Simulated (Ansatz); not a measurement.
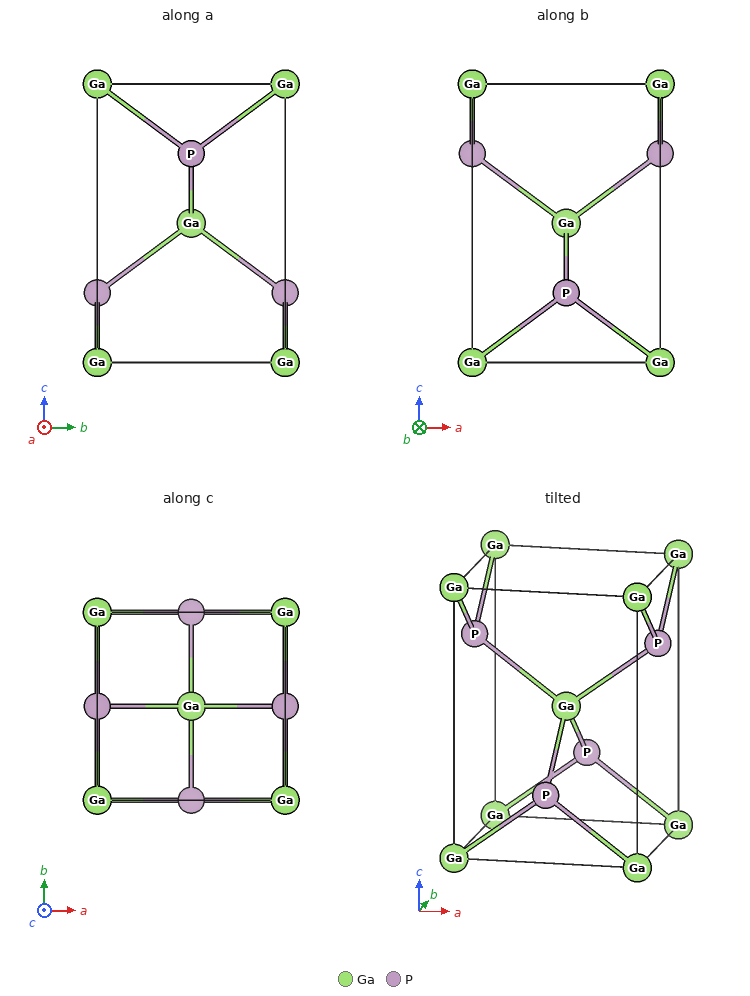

Structure drawing (ball-and-stick), viewed along the a axis, along the b axis, along the c axis and slightly off an axis. Atoms at the boundary of the conventional unit cell (the box) are drawn once for each face, edge or corner they touch.

Lattice parameters: a = 3.854 Å, b = 3.854 Å, c = 5.714 Å, α = 90.00°, β = 90.00°, γ = 90.00°.

Set out the cell and atoms as a table of Wyckoff sites.

Space group I-4m2 (No. 119).
| atom | site | x | y | z |
| --- | --- | --- | --- | --- |
| Ga | 2a | 0.0000 | 0.0000 | 0.0000 |
| P | 2d | 0.5000 | 0.0000 | 0.2500 |

It goes back to a structure type filled with these elements by a generator (whether the compound takes this form wasn't checked). The cell was then strained or its atoms displaced on purpose. It was run through Ansatz as a DFT input.
